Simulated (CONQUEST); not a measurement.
## A series of single points on YN

System: YN (Fm-3m, 4 atoms in the cell).
Method: Kohn-Sham DFT of a periodic cell, PBE, PseudoDojo NC PBE, no spin polarisation (CONQUEST 1.3).

The 7 runs differ only in the geometry, by an even scaling of the cell at fixed fractional positions. The structure derives from an entry of the Crystallography Open Database.

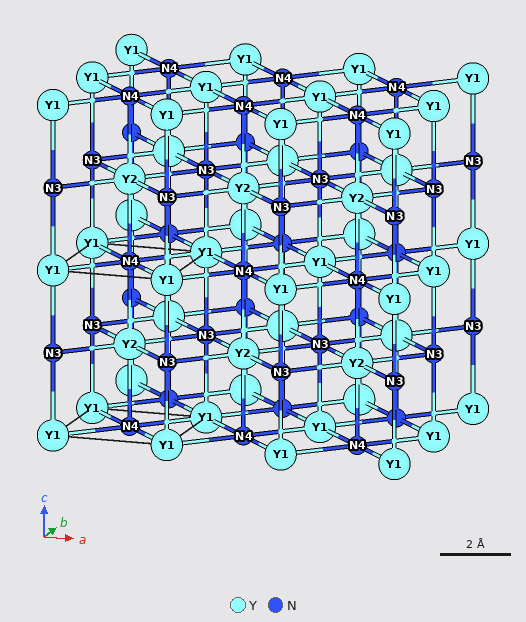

Figure 1. The structure of run 4 (ball-and-stick view of the cell of the calculation, repeated 3 × 2 × 2, seen slightly off an axis; atoms are numbered from 1 in the order of the input).

**Input of run 4**
```
IO.Title YN
IO.Coordinates coords.dat
IO.FractionalAtomicCoords T
IO.Iprint 2
IO.Iprint_init 1
General.NumberOfSpecies 2
General.PseudopotentialType hamann
AtomMove.TypeOfRun static
AtomMove.FullStress T
Grid.PointsAlongX 36
Grid.PointsAlongY 36
Grid.PointsAlongZ 60
DM.SolutionMethod diagon
Diag.MPMesh T
Diag.GammaCentred T
Diag.MPMeshX 8
Diag.MPMeshY 8
Diag.MPMeshZ 6
Diag.kT 0.00183747
minE.SCTolerance 1e-6
SC.MaxIters 100
IO.AtomChargeOutput T
%block ChemicalSpeciesLabel
1 88.910 Y
2 14.010 N
%endblock
```

Command:
```bash
Conquest
```

Lattice vectors (Å) and fractional positions of run 4:
```
   3.448560    0.000000    0.000000
   0.000000    3.448560    0.000000
   0.000000    0.000000    4.877000
Y   0.000000  0.000000  0.000000
Y   0.500000  0.500000  0.500000
N   0.000000  0.000000  0.500000
N   0.500000  0.500000  0.000000
```

Run 3 has the same physical settings and fractional positions; its lattice vectors (Å) are:
```
   3.425414    0.000000    0.000000
   0.000000    3.425414    0.000000
   0.000000    0.000000    4.844267
```

**Results, with one run withheld**

```csv
run,volume per atom (Å³),"free energy per atom, from the lowest run given (meV)",pressure (GPa),gap on the mesh (eV)
1,13.630,56.42,15.85,0.00
2,13.920,31.59,11.50,0.00
3,14.210,?,?,?
4,14.500,3.76,4.17,0.04
5,14.790,0.00,0.18,0.07
6,15.080,2.37,−2.67,0.10
7,15.370,9.08,−4.54,0.13
```

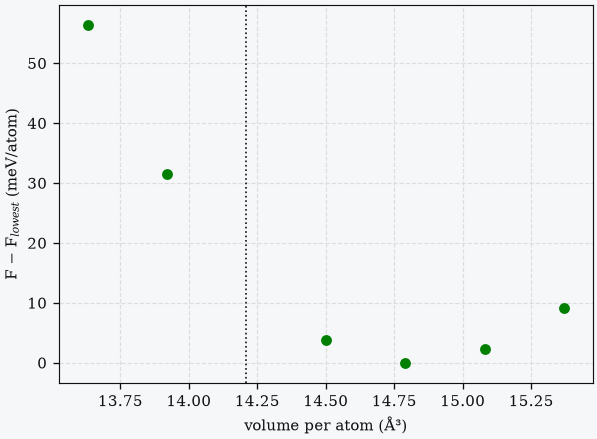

Figure 2. Free energy per atom of the runs given; the dotted line marks run 3.

What should run 3 give?

A cubic polynomial in V^(−2/3) (the Birch–Murnaghan form), fitted to the 6 runs given, misses them by at most 0.32 meV per atom. With x = V^(−2/3) − 0.16797 Å⁻², it reads F = 3.338 + 2833 x + 6.1083e+05 x² + 2.8282e+05 x³ (meV per atom). At run 3 it gives 14.14 meV per atom, and the run itself gives 14.61. The slope of the fit gives a pressure −dF/dV of 7.52 GPa there, and the run prints 7.40 GPa. The two needn't agree exactly: the fit is approximate, and the printed stress is taken on a finite basis. The fit has its minimum at 14.833 Å³ per atom, where V d²F/dV² gives 160 GPa: the bulk modulus at this level, since symmetry fixes the shape and the positions. The gap on the mesh lies between 0.00 eV (run 1) and 0.13 eV (run 7); run 3 has 0.00 eV. These are gaps of this functional on this mesh, which can miss the band edges; they aren't the measured gap.

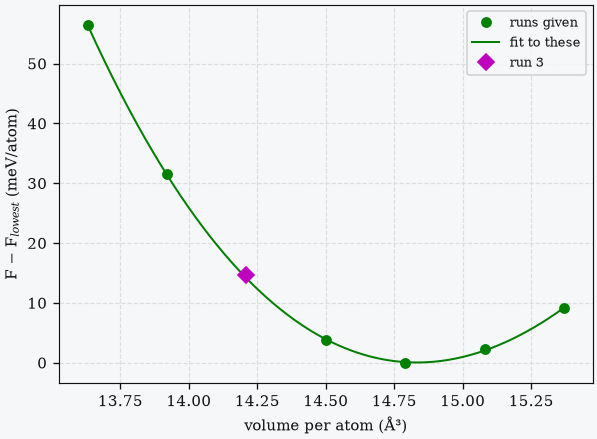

Figure 3. The fit and the withheld run.

**Some lines of the output (run 3)**
```
[...]
          DFT Total Energy                 :      -102.564525564343711 Ha
          Free Energy (E-TS)               :      -102.570372221169023 Ha
          DFT Total Energy                 :      -102.547708797419361 Ha
          Free Energy (E-TS)               :      -102.564780728805246 Ha
          DFT Total Energy                 :      -102.564673232204484 Ha
          Free Energy (E-TS)               :      -102.564761352906814 Ha
          DFT Total Energy                 :      -102.564700171526255 Ha
          Free Energy (E-TS)               :      -102.564759788656431 Ha
          DFT Total Energy                 :      -102.564704962660699 Ha
          Free Energy (E-TS)               :      -102.564759545860284 Ha
          DFT Total Energy                 :      -102.564704879619583 Ha
      | Free Energy as E-TS      =      -102.564759545860284 Ha
      |* DFT total energy        =      -102.564704879619583 Ha
    force: Average pressure:      7.40372785 GPa
```

Notes: With a small basis of atomic orbitals these values can differ much from converged plane-wave results.
